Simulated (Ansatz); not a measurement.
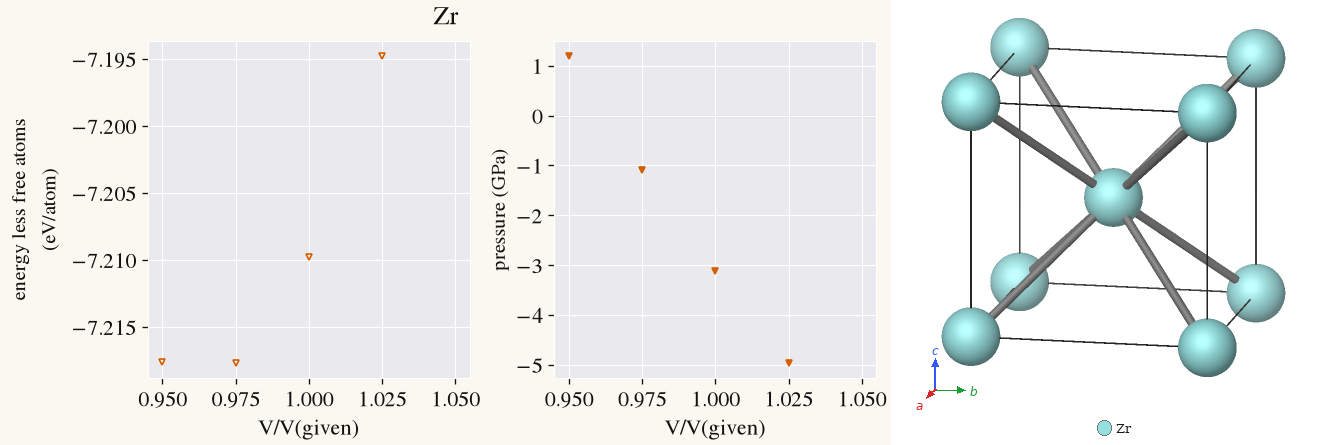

Plotted: energy less free atoms and pressure against V/V(given) for Zr, space group Im-3m (No. 229). The conventional cell is drawn beside the plot.

Cell as given: a = 3.135 Å, b = 3.135 Å, c = 3.135 Å, α = 109.47°, β = 109.47°, γ = 109.47°; 1 atom.

Method: periodic Kohn-Sham DFT of a crystal at fixed atoms, scaled to the stated factor times the given cell; pressure positive in compression, energy less spherical unpolarised free atoms (Ansatz 0.2.0). Level: PBE.

method all-electron LAPW; relativity scalar; k mesh 16×16×16; occupations Fermi–Dirac; smearing width 0.03 eV; basis error target 0.5 (meV/atom); nucleus Gaussian.

V(given) is 23.72 Å³/atom.

The point at V/V(given) 1.050 is left out of the plot. What does the calculation give there?

```json
{"V/V(given)": "1.050", "energy less free atoms (eV/atom)": "-7.1733", "pressure (GPa)": "-6.630"}
```
